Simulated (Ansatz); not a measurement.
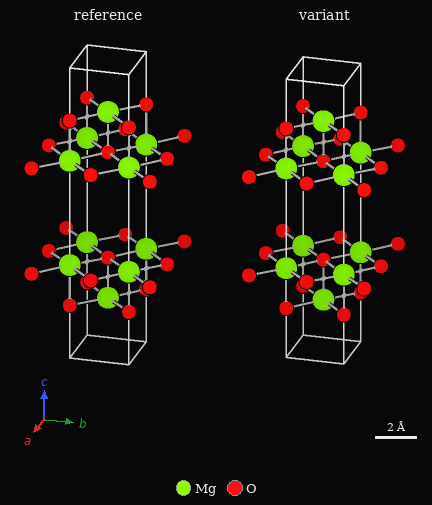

Left: a symmetric starting cell of MgO (made from another compound by putting Mg in place of Ca). Right: the same structure after one change, at the same scale. The picture is a ball-and-stick view of the conventional cell (2 times the calculation's cell), seen from a free direction. Lengths and directions refer to the drawn axes.

Theory: DFT PBEsol, scalar-relativistic, plane waves, PAW in Ansatz 0.2.0. Settings: plane-wave cutoff 420 eV; k-point mesh 10 × 10 × 10; occupations gaussian; smearing width 0.02 eV; no spin polarisation.

Question: Which change leads from the left to the right?

Answer: The cell is strained by −4.1 % along c and −2.6 % across it (volume −9.0 %) and atoms are displaced by up to 0.07 Å (root mean square over those that move 0.05 Å) relative to the cell. No relaxation follows. The starting cell wasn't computed here and needn't be at equilibrium, so pressure and forces aren't due to the change alone.

Question: How do the computed properties respond?

Answer: The pressure is −6.0 GPa (not all of it need come from the change, since the unchanged cell can be under pressure at this level too). The principal stresses (compression positive) are −1.3 GPa along c and −8.4 GPa across it. The largest forces, 0.3 eV/Å, act on 2 Mg atoms of the calculation's cell. The forces have little in common with the displacements (cosine 0.06). Some distances before and after: Mg–O 2.154 → 2.098 to 2.149 Å. The space group stays I4/mmm (No. 139).
